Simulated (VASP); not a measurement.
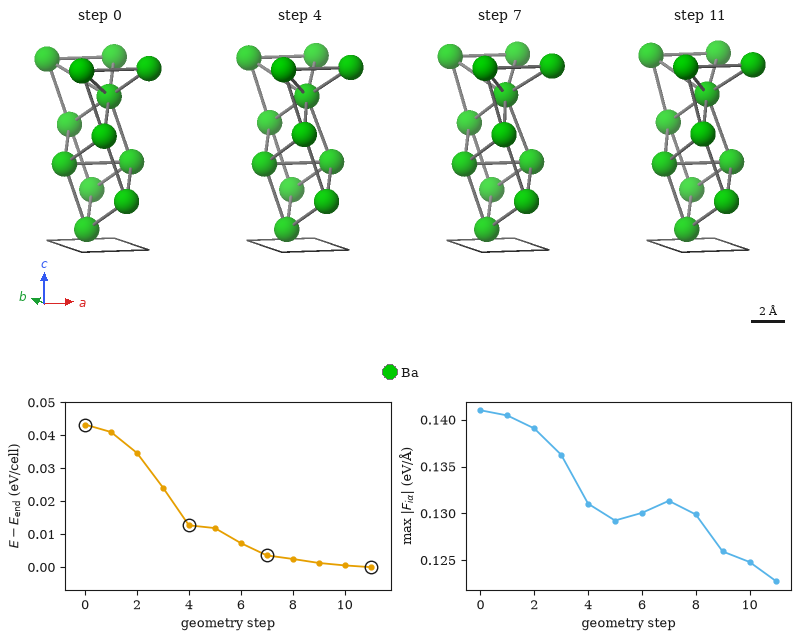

Frames of a relaxation of a slab of composition Ba, marked on the history of the run. Style: ball-and-stick. Shown: the cell of the calculation, outlined in the plane, without the vacuum, slightly off an axis.

The run lets the atoms move in a fixed cell. 3 atoms are held fixed.

Theory: VASP, Kohn-Sham DFT of a periodic cell, RPBE, VASP PAW PBE potentials, recommended.

Input
```
  PREC = Accurate
  ENCUT = 520
  EDIFF = 1E-7
  ISMEAR = 0
  SIGMA = 0.05
  LREAL = F
  LASPH = T
  NELM = 100
  ALGO = Normal
  ISIF = 2
  LWAVE = F
  LCHARG = F
  LDIPOL = T
  IDIPOL = 3
  DIPOL = 0.5 0.5 0.500
  GGA = RP
  IBRION = 2
  NSW = 60
  EDIFFG = -0.02
```

Run as
```bash
cat potpaw_PBE.64/Ba_sv/POTCAR > POTCAR
mpirun -np 1 vasp_std > vasp.out
```

**What happens along the run?**

The atom that moves furthest is a Ba atom (0.34 Å at 49° to the normal (+c side)). The cell stays as it was. Among the contacts that change: Ba–Ba 5.000 → 4.811 Å, Ba–Ba 4.330 → 4.516 Å, Ba–Ba 4.330 → 4.485 Å, Ba–Ba 4.330 → 4.373 Å. The energy falls by 43.3 meV per cell of the calculation in 11 geometry steps. Largest force component: 0.14 eV/Å at the start, 0.12 eV/Å at the end. From step 0 to 4: a Ba atom moves most (0.15 Å), energy −30.6 meV per cell of the calculation. From step 4 to 7: Ba atoms move most (0.12 Å), energy −9.1 meV per cell of the calculation. From step 7 to 11: a Ba atom moves most (0.09 Å), energy −3.6 meV per cell of the calculation.

```json
{"step": "0", "E − E(0), meV/atom": "0.00", "largest force component, eV/Å": "0.1410"}
{"step": "1", "E − E(0), meV/atom": "-0.38", "largest force component, eV/Å": "0.1405"}
{"step": "2", "E − E(0), meV/atom": "-1.44", "largest force component, eV/Å": "0.1391"}
{"step": "3", "E − E(0), meV/atom": "-3.19", "largest force component, eV/Å": "0.1363"}
{"step": "4", "E − E(0), meV/atom": "-5.10", "largest force component, eV/Å": "0.1310"}
{"step": "5", "E − E(0), meV/atom": "-5.24", "largest force component, eV/Å": "0.1292"}
{"step": "6", "E − E(0), meV/atom": "-6.00", "largest force component, eV/Å": "0.1301"}
{"step": "7", "E − E(0), meV/atom": "-6.62", "largest force component, eV/Å": "0.1313"}
{"step": "8", "E − E(0), meV/atom": "-6.80", "largest force component, eV/Å": "0.1299"}
{"step": "9", "E − E(0), meV/atom": "-7.00", "largest force component, eV/Å": "0.1259"}
{"step": "10", "E − E(0), meV/atom": "-7.13", "largest force component, eV/Å": "0.1248"}
{"step": "11", "E − E(0), meV/atom": "-7.22", "largest force component, eV/Å": "0.1227"}
```
